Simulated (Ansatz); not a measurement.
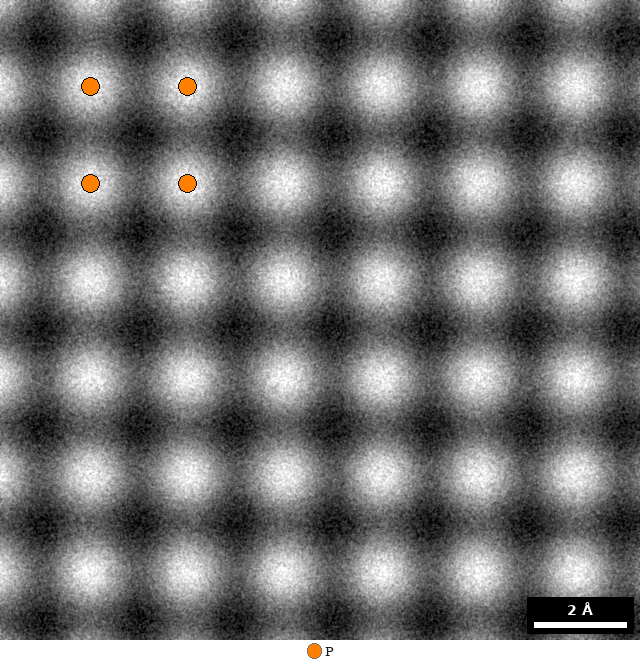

Integrated-DPC-like image of P (Im-3m, No. 229) along [001]. Simulated as the projected potential of neutral atoms (B = 0.5 Å²) blurred by a 1.11 Å probe, the thin-sample limit of integrated differential phase contrast. The display is stretched by a gamma of 0.8; percentages refer to the linear signal. Shot noise was added. Model: the end point of a relaxation with DFT, LDA (PW92), plane waves (420 eV) with PAW, scalar-relativistic (Ansatz); the starting structure was generated, so it need not be a known form of this composition.

Coloured dots in one corner mark the columns of the model.

### Describe what the image shows.

The columns repeat on a square net with a repeat of 2.13 Å (plane group p4mm). All columns are alike (P). The shortest distance between visible columns is 2.13 Å in projection. Along the beam the structure repeats every 3.01 Å.
